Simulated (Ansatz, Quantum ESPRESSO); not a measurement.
# Evanescent states of MgO, rock salt type, lattice constant set to 4.047 Å, part 3 of 3

Wanted: the complex band structure of MgO, rock salt type, lattice constant set to 4.047 Å, as for a tunnel barrier.

Quantum ESPRESSO 7.5; plane-wave DFT, PBE, GBRV ultrasoft pseudopotentials; cross-check by Ansatz 0.2.0 with PAW datasets.

So far. Step 2 (Ground state): The run needed 9 iterations to bring the estimated error under 1e-09 Ry.

### Step 4. Complex band structure, with ewind = 6.0 and epsproj = 1e-07

Level of this step: complex band structure by pwcond; plane-wave DFT, PBE, GBRV ultrasoft pseudopotentials (Quantum ESPRESSO).

How much does a setting matter? One run is repeated with a change.

File cbs.w.in:

```
&inputcond
  outdir = './out'
  prefixl = 'scf'
  band_file = 'cbs.w'
  ikind = 0
  ewind = 6.0
  epsproj = 1e-07
  nz1 = 7
  energy0 = 6.9
  denergy = -0.23
/
4
  0.00000000 0.00000000 1.00000000
  0.50000000 0.00000000 1.00000000
  0.50000000 0.50000000 1.00000000
  0.25000000 0.00000000 1.00000000
40
```

Started as:

```console
$ OMP_NUM_THREADS=1 mpirun -n 2 pwcond.x -in cbs.w.in > cbs.w.out
```

Numbers of over 12 decimals in the logs are rounded to 6 here.

The log of the run:

```text
[banner, memory and clock lines left out]
Program PWCOND v.7.5 starts
[citation notice left out]

[...]
./out/scf.save/

     IMPORTANT: XC functional enforced from input :
     Exchange-correlation= PBE
                           (   1   4   3   4   0   0   0)
     Any further DFT definition will be discarded
     Please, verify this is what you really want

     Check: negative core charge=   -0.000004
     Reading collected, re-writing distributed wavefunctions

===== INPUT FILE containing the left lead =====

     GEOMETRY:

     lattice parameter (alat)  =       5.4078  a.u.
     the volume                =     223.6486 (a.u.)^3
     the cross section         =      29.2438 (a.u.)^2
     l of the unit cell        =       1.4142 (alat)
     number of atoms/cell      =            4
     number of atomic types    =            2

     crystal axes: (cart. coord. in units of alat)
               a(1) = (  1.0000  0.0000  0.0000 )
               a(2) = (  0.0000  1.0000  0.0000 )
               a(3) = (  0.0000  0.0000  1.4142 )

   Cartesian axes

     site n.     atom                  positions (alat units)
          1        Mg     tau(  1)=(  0.0000  0.0000  1.4142  )
          2        O      tau(  2)=(  0.5000  0.5000  1.4142  )
          3        Mg     tau(  3)=(  0.5000  0.5000  0.7071  )
          4        O      tau(  4)=(  0.0000  0.0000  0.7071  )

     nr1s                      =           24
     nr2s                      =           24
     nr3s                      =           32
     nr1sx                     =           24
     nr2sx                     =           24
     nr3sx                     =           32
     nr1                       =           25
     nr2                       =           25
     nr3                       =           36
     nr1x                      =           25
     nr2x                      =           25
     nr3x                      =           36

 _______________________________
  Radii of nonlocal spheres:

     type       ibeta     ang. mom.          radius (alat units)
       Mg         1         0                    0.2801
       Mg         2         0                    0.2801
       Mg         3         0                    0.2801
       Mg         4         1                    0.2801
       Mg         5         1                    0.2801
       Mg         6         2                    0.2801
       Mg         7         2                    0.2801
       O          1         0                    0.2317
       O          2         0                    0.2317
       O          3         1                    0.2317
       O          4         1                    0.2317
       O          5         2                    0.2317
----- General information -----

----- Complex band structure calculation -----

     nrx                       =           24
     nry                       =           24
     nz1                       =            7

     energy0               =         6.9E+00
     denergy               =        -2.3E-01
     nenergy               =         40
     ecut2d                =         4.0E+01
     ewind                 =         6.0E+00
     epsproj               =         1.0E-07

     number of k_|| points=    4
                       cryst. coord.
        k(    1) = (   0.0000000   0.0000000), wk =   0.2500000
        k(    2) = (   0.5000000   0.0000000), wk =   0.2500000
        k(    3) = (   0.5000000   0.5000000), wk =   0.2500000
        k(    4) = (   0.2500000   0.0000000), wk =   0.2500000
----- Information about left lead -----

     nocros                   =           32
     noins                    =           32
     norb                     =           96
     norbf                    =           96
     nrz                      =           32

      iorb      type   ibeta   ang. mom.   m       position (alat)
        1        1       1        0        1   taunew(   1)=(  0.0000  0.0000  0.0000)
        2        1       2        0        1   taunew(   2)=(  0.0000  0.0000  0.0000)
[...]
96        2       5        2        5   taunew(  96)=(  0.5000  0.5000  1.4142)
 ngper, shell number =           97          16
 ngper, n2d =           97          97
---  E-Ef =    6.9000000  k =    0.0000000   0.0000000
---  ie =          1  ik =          1
 Nchannels of the left tip =            1
 Right moving states:
   k1(2pi/a)   k2(2pi/a)   E-Ef (eV)
   0.2084778   0.0000000   6.9000000
 Left moving states:
   k1(2pi/a)   k2(2pi/a)   E-Ef (eV)
  -0.2084790   0.0000000   6.9000000

---  E-Ef =    6.6700000  k =    0.0000000   0.0000000
---  ie =          2  ik =          1
 Nchannels of the left tip =            1
 Right moving states:
   k1(2pi/a)   k2(2pi/a)   E-Ef (eV)
   0.1756268   0.0000000   6.6700000
 Left moving states:
   k1(2pi/a)   k2(2pi/a)   E-Ef (eV)
  -0.1756279   0.0000000   6.6700000
[... further energies and points left out ...]
---  E-Ef =   -1.8400000  k =    0.2500000   0.0000000
---  ie =         39  ik =          4
 Nchannels of the left tip =            1
 Right moving states:
   k1(2pi/a)   k2(2pi/a)   E-Ef (eV)
   0.3191669  -0.0000000  -1.8400000
 Left moving states:
   k1(2pi/a)   k2(2pi/a)   E-Ef (eV)
  -0.3191670  -0.0000000  -1.8400000

---  E-Ef =   -2.0700000  k =    0.2500000   0.0000000
---  ie =         40  ik =          4
 Nchannels of the left tip =            2
 Right moving states:
   k1(2pi/a)   k2(2pi/a)   E-Ef (eV)
  -0.0582944   0.0000000  -2.0700000
   0.2726064  -0.0000000  -2.0700000
 Left moving states:
   k1(2pi/a)   k2(2pi/a)   E-Ef (eV)
   0.0582938   0.0000000  -2.0700000
  -0.2726064  -0.0000000  -2.0700000

[...]
```

Wall time 71 s (2 MPI ranks of Arm Neoverse V2, shared host); peak memory 0.12 GiB; 2.4 min of CPU time.

Beside the run it was changed from:

```
                                       quantity  this run  unchanged run  difference
peak of the smallest κ at the zone centre (Å⁻¹)     0.393          0.393           0
                                  wall time (s)        71             27
```

The physical values in this table stay within 0.05 %.

### Step 5. The same in Ansatz

A second code with its own PAW datasets, on the same atoms.

Level of this step: plane-wave DFT, PBE, Ansatz PAW (Ansatz 0.2.0).

File input.yaml:

```yaml
crystal:
  lattice:
    - [2.8616611435, 0.0, 0.0]
    - [0.0, 2.8616611435, 0.0]
    - [0.0, 0.0, 4.047]
  atoms:
    - { symbol: Mg, position: [0.0, 0.0, 0.0] }
    - { symbol: O, position: [0.5, 0.5, 0.0] }
    - { symbol: Mg, position: [0.5, 0.5, 0.5] }
    - { symbol: O, position: [0.0, 0.0, 0.5] }
kpoints:
  mp_grid: { grid: [8, 8, 6] }
hamiltonian:
  xc: pbe
scf:
  occupations: { method: fixed }
  convergence: { dr2_threshold: 1.0e-09 }
output:
  transmission:
    leads: [[0, 0]]
    kpoints: [[0, 0], [0.5, 0], [0.5, 0.5], [0.25, 0]]
    e_range: [-2.07, 6.9]
    de: 0.23
```

Started as:

```console
$ ansatz run input.yaml --threads 2 --pin off --max-ram 4096MiB --backend cpu --events-out ev --progress --plain --runs-dir out
```

The log of the run:

```text
Engine: ansatz 0.2.0, aarch64-unknown-linux-gnu
Pseudopotentials: kind: paw
Pseudopotential: Mg, paw, valence charge 10, recommended cutoff 420 eV (normal), Mg.paw.azcp
Pseudopotential: O, paw, valence charge 6, recommended cutoff 420 eV (normal), O.paw.azcp
Functional definition: PBE
  parameter kappa = 0.804
  parameter beta = 0.066725
  exchange = pbe_x(kappa = kappa, mu = beta*pi^2/3)
  correlation = pbe_c(beta = beta)
Crystal: 4 atoms, lattice volume = 33.141 Å³
Basis set: ecut = 420 eV, 657 PW (Γ)
Bands: 20, of which v1, the nominal top of the filled ones, is band 16 counted from 1 (15 counted from 0)
Symmetry: 32 space group operations
Space group: Fm-3m (ITA 225), of the structure as read, at distance tolerance 3.2e-5 Å
k-points: 60 of 384
Non-local potential: Mg, projectors of the file, l = 0: 3, l = 1: 2, l = 2: 1
Non-local potential: O, projectors of the file, l = 0: 2, l = 1: 2, l = 2: 1
PAW form: soft (Blöchl's): semilocal exchange-correlation on the pseudo side does not see the compensation charge
PAW one-centre angular grid: Mg, 110 points (default); XC on 64 Gauss nodes
PAW one-centre angular grid: O, 110 points (default); XC on 64 Gauss nodes
Initial density: superposition of atomic densities (neutral atoms: chi_scale 0, normalization atom), corrected by the library's trained network
Initial wavefunctions: pseudopotential atomic-orbital guess
Functional: x = pbe(κ = 0.804, μ = 0.219515), c = pbe(β = 0.066725)
SCF iter   1: F=—  HF=-4987.833114 eV  |F-HF|=—  |Δ(HF+E_count)|=         —  Δρ=1.74e-3  dr2=7.79e-4  ethr=1.77e-3  ⟨swp⟩=4.7  Hψ=5000  notcnv=0  defer=98
preconditioner: auto → none  [insulator: Δε(μ)=5.983 eV  Ē_g=17.132 eV  n_scr=14 (ndim 8)  ℏωp=25.8 eV  f_vac=0.000  ε∞_Penn≈3.3]
SCF iter   2: F=—  HF=-4987.832910 eV  |F-HF|=—  |Δ(HF+E_count)|=   2.04e-4  Δρ=7.96e-4  dr2=8.66e-5  ethr=2.43e-6  ⟨swp⟩=2.0  Hψ=2622  notcnv=0  defer=118
SCF iter   3: F=—  HF=-4987.832928 eV  |F-HF|=—  |Δ(HF+E_count)|=   1.86e-5  Δρ=2.80e-4  dr2=6.97e-6  ethr=2.70e-7  ⟨swp⟩=2.0  Hψ=1645  notcnv=0  defer=100
SCF iter   4: F=—  HF=-4987.832965 eV  |F-HF|=—  |Δ(HF+E_count)|=   3.67e-5  Δρ=6.51e-5  dr2=5.32e-7  ethr=2.18e-8  ⟨swp⟩=2.0  Hψ=2160  notcnv=0  defer=11
SCF iter   5: F=—  HF=-4987.832964 eV  |F-HF|=—  |Δ(HF+E_count)|=   9.65e-7  Δρ=3.03e-5  dr2=1.14e-7  ethr=1.66e-9  ⟨swp⟩=3.0  Hψ=2479  notcnv=0
SCF iter   6: F=—  HF=-4987.832964 eV  |F-HF|=—  |Δ(HF+E_count)|=   1.00e-7  Δρ=3.12e-6  dr2=9.73e-10  ethr=3.13e-12  ⟨swp⟩=3.4  Hψ=4851  notcnv=0
SCF iter   7: F=-4987.832964 eV  HF=-4987.832964 eV  |F-HF|=2.88e-10  |Δ(HF+E_count)|=  5.48e-10  Δρ=1.23e-6  dr2=1.73e-10  ethr=3.04e-12  ⟨swp⟩=2.0  Hψ=2400  notcnv=0
SCF 1 converged in 7 iterations: F = -4987.832964 eV  dr2 = 1.73e-10
  greatest PAW one-centre occupation: 1.000 electrons in one spin orbital (limit 2), on the Mg atom at site 2 (counted from 0), in its partial waves of l = 0
transmission: 7 of 28 steps passed
transmission: 14 of 28 steps passed
transmission: 21 of 28 steps passed
transmission: 28 of 28 steps passed
SCF converged after 7 iterations
Free energy (F): -4987.832964 eV
Harris-Foulkes:  -4987.832964 eV  (|F-HF|=2.88e-10)
Internal energy: -4987.832964 eV  (E = F + TS)
E sigma→0 (E₀):  -4987.832964 eV
Fermi energy:    9.723047 eV
--- Per-component energies (eV) ---
  E_band       = -532.445589
  E_kinetic    = 519.219864
  E_local      = -3051.889672  (includes V_loc(G=0)·N_el)
  E_nonlocal   = 286.228030
  E_hartree    = 1055.010112
  E_xc         = -212.898735
  E_vxc        = -273.031481  (∫ρ·V_xc dr)
  E_paw        = -899.597345  (= ΣΔE_a)
  E_vpaw       = -122.998302  (= ΣTr[D̂ρ^β])
  E_aug_tail   = 0.005060  (compensation charges beyond the density's cutoff)
  E_ewald      = -2683.910277
  E_smearing   = -0.000000  (= −TS)
  E_closure    = -0.000000  (closes the sum)
  Σ components = -4987.832964   (vs F -4987.832964, Δ=0.00e0)
--- Band table (eV; the first three rows and the last of 60) ---
  k-point 0: bands = [... 12 lower, 8.2136, 9.7228, 9.7230, 9.7230, 15.7201, 18.9951, 21.0775, 24.1614]
  k-point 1: bands = [... 12 lower, 8.2972, 9.1827, 9.5991, 9.5991, 16.3095, 19.2423, 21.0106, 24.2245]
  k-point 2: bands = [... 12 lower, 8.5354, 8.5354, 9.2812, 9.2812, 17.6263, 19.9815, 20.3818, 22.8762]
  k-point 59: bands = [... 12 lower, 6.4029, 6.4029, 7.7266, 7.7266, 22.2116, 22.2116, 22.2116, 22.2116]
--- Transmission ---
  basis      : 69 plane waves across, 7 finite elements along
  points     : 4, as listed
  energies   : 40 from -2.070000 to 6.900000 eV about the Fermi level, 0.230000 eV apart; the leads are filled to 2.998545 eV, and channels, transmission and decay are at 2.990000 eV
  crystal 0  : Mg2O2, at the sites [0, 0], period 4.0470 Å: whole cells are its period
    offset         : up to 0.0000 Å between an atom of the period and one for which it stands
    channels       : 0.000000e0 a spin
    conductance    : none, the energies end too early or step too widely for 300 K: set another output.transmission.e_range or a lower de, or, where they end at an eighth of basis.ecutwfc, a higher one
    slowest decay  : 0.3910 /Å at (0.0000, 0.0000)
```

The job ended after 5.8 s (2 threads; peak memory 0.28 GiB; 7.2 s of CPU time).

Read from the output:

- free energy: -4987.8330 eV
- gap by band count: 5.997 eV
- symmetry operations: 32
- slowest decay at the grid energy nearest mid-gap: 0.391 Å⁻¹
- peak of the smallest κ at the zone centre: 0.3910 Å⁻¹
- valence top, on the run's zero: 9.723 eV

K across = (0, 0) in the cell's reciprocal vectors; values within 0.0025 1/Å of each other count once, columns are sorted by size at each energy, a dash where no further value was kept. Im kz of the slowest decaying states against energy, zero at the highest filled level of the SCF mesh:

```
energy (eV)  decay 1 (Å⁻¹)  decay 2 (Å⁻¹)  decay 3 (Å⁻¹)
      -2.07          0.647           1.08              -
      -1.38           1.08              -              -
      -0.69           1.07              -              -
       0.00        0.00734           1.06              -
       0.69          0.256          0.542           1.05
       1.38          0.334          0.705           1.04
       2.07          0.374          0.802           1.02
       2.76          0.390          0.866           1.01
       3.45          0.386          0.910          0.985
       4.14          0.360          0.939          0.961
       4.83          0.309          0.934          0.958
       5.52          0.212          0.903          0.968
       6.21          0.869          0.907          0.972
       6.90          0.799          0.831          0.969
```

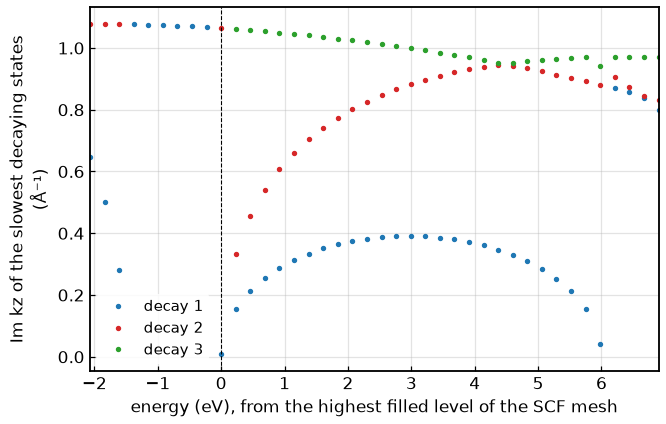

Im kz of the slowest decaying states against energy.

K across = (0, 0) in the cell's reciprocal vectors. Re kz of states that move upwards against energy, zero at the highest filled level of the SCF mesh:

```
energy (eV)  channel 1 (Å⁻¹)  channel 2 (Å⁻¹)  channel 3 (Å⁻¹)
      -2.07           -0.597                -                -
      -1.38           -0.452            0.324            0.324
      -0.69           -0.681           -0.681           -0.297
       0.00                -                -                -
       0.69                -                -                -
       1.38                -                -                -
       2.07                -                -                -
       2.76                -                -                -
       3.45                -                -                -
       4.14                -                -                -
       4.83                -                -                -
       5.52                -                -                -
       6.21            0.151                -                -
       6.90            0.329                -                -
```

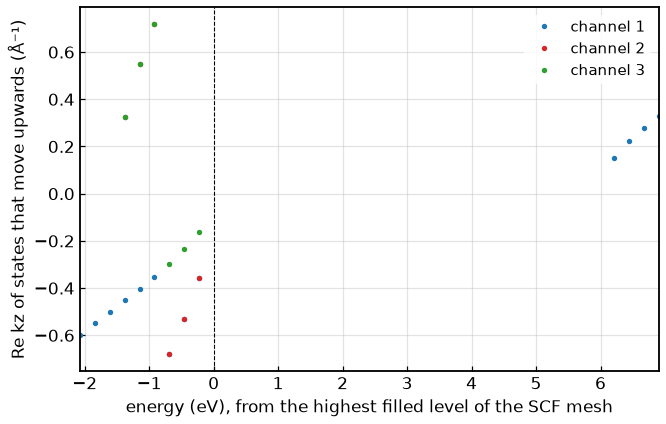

Re kz of states that move upwards, plotted against energy.

K across = (1/2, 0) in the cell's reciprocal vectors; values within 0.0025 1/Å of each other count once, columns are sorted by size at each energy, a dash where no further value was kept. Im kz of the slowest decaying states against energy, zero at the highest filled level of the SCF mesh:

```
energy (eV)  decay 1 (Å⁻¹)  decay 2 (Å⁻¹)
      -2.07              -              -
      -0.92           1.10              -
       0.00          0.392              -
       0.92          0.534              -
       2.07          0.624           1.43
       2.99          0.657           1.37
       3.91          0.663           1.31
       5.06          0.635           1.25
       5.98          0.586           1.20
```

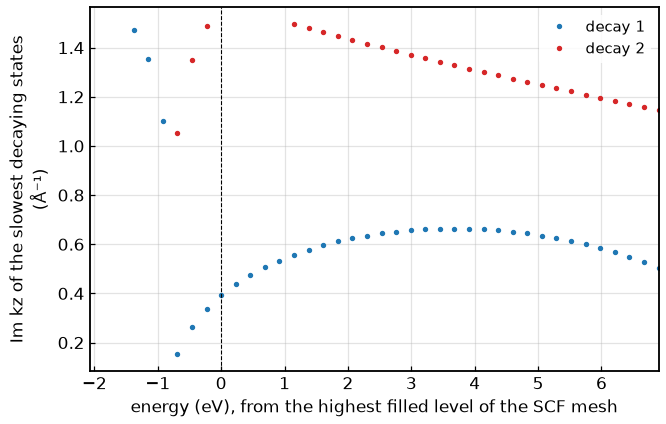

Im kz of the slowest decaying states against energy.

K across = (1/2, 1/2) in the cell's reciprocal vectors; values within 0.0025 1/Å of each other count once, columns are sorted by size at each energy, a dash where no further value was kept. The Im kz of the slowest decaying states by energy, zero at the highest filled level of the SCF mesh:

```
energy (eV)  decay 1 (Å⁻¹)  decay 2 (Å⁻¹)
      -2.07          0.191              -
      -1.38          0.161          0.239
      -0.69          0.376          0.506
       0.00          0.476          0.611
       0.69          0.536          0.672
       1.38          0.574          0.709
       2.07          0.596          0.733
       2.76          0.606          0.745
       3.45          0.607          0.750
       4.14          0.599          0.747
       4.83          0.582          0.737
       5.52          0.557          0.721
       6.21          0.522          0.699
       6.90          0.476          0.670
```

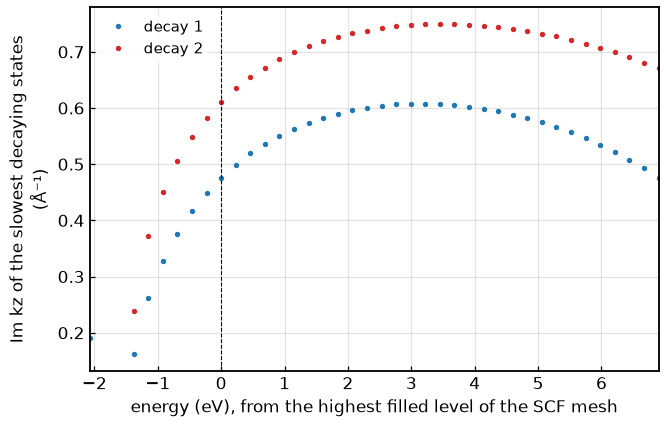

Im kz of the slowest decaying states, plotted against energy.

K across = (1/4, 0) in the cell's reciprocal vectors; values within 0.0025 1/Å of each other count once, columns are sorted by size at each energy, a dash where no further value was kept. The Im kz of the slowest decaying states by energy, zero at the highest filled level of the SCF mesh:

```
energy (eV)  decay 1 (Å⁻¹)  decay 2 (Å⁻¹)  decay 3 (Å⁻¹)
      -2.07          0.851           1.41              -
      -1.61          0.183          0.553           1.38
      -0.92          0.200           1.33              -
      -0.46           1.30              -              -
       0.00          0.317          0.408           1.27
       0.46          0.432          0.650           1.25
       1.15          0.536          0.835           1.21
       1.61          0.582          0.913           1.19
       2.07          0.617          0.972           1.17
       2.76          0.652           1.04           1.14
       3.22          0.666           1.07           1.12
       3.68          0.674           1.09              -
       4.37          0.675           1.06           1.13
       4.83          0.668           1.04           1.14
       5.29          0.655           1.02           1.15
       5.75          0.636          0.991           1.16
       6.44          0.592          0.952           1.17
       6.90          0.548          0.924           1.18
```

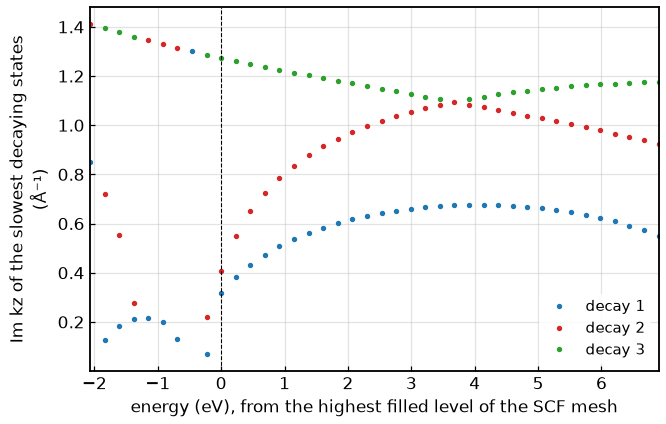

Im kz of the slowest decaying states, plotted against energy.

### Step 6. Worked from the printed numbers

T falls as exp(−2κd). With κ = 0.393 1/Å, 10 Å of barrier pass exp(−2 × 0.393 × 10) = 3.9e-4 of that channel, interfaces aside.

### Step 7. Results

```json
{
  "gap on the SCF mesh": "6.03 eV",
  "smallest κ at mid-gap among the four k points, at the zone centre": "0.393 Å⁻¹",
  "peak of the smallest κ in the stop band at the zone centre": "0.393 Å⁻¹",
  "energy of the peak at the zone centre, over the highest filled level": "2.99 eV",
  "peak at the zone centre by Ansatz": "0.391 Å⁻¹"
}
```

In words: With a gap of 6.03 eV on the mesh, the smallest κ at mid-gap among the four k points, at the zone centre is 0.393 Å⁻¹ (PBE, GBRV ultrasoft). For a barrier with the Fermi level at mid-gap the slowest state found, at the zone centre, loses a factor of ten in probability every 2.9 Å or so. Stop bands away from the zone centre are mostly wider than the gap, so their peaks can lie above the conduction bottom. At the zone centre pwcond's peak is 0.393 and Ansatz's 0.391 1/Å, 1 % apart. The cell is the a/√2 one, turned by 45°, with two primitive cells, so X along [001] folds onto kz = 0. A semilocal gap is too small, often by a third to a half and by more in narrow-gap crystals, so real barriers decay faster.

[Logs are printed without paths, hosts, clocks, repeated set-up lines and the standing remarks that a program may print on its own settings, such as how far it seeks lower states.]

[Hosts, paths, dates, database ids (printed as entryN), source tags and the programs' standing remarks are cut or masked in the printed files.]

[Maps of the electrostatic potential energy from Ansatz leave out the sawtooth potential of an applied field or a dipole correction, so their vacuum need not be flat; planar profiles and work functions include it.]
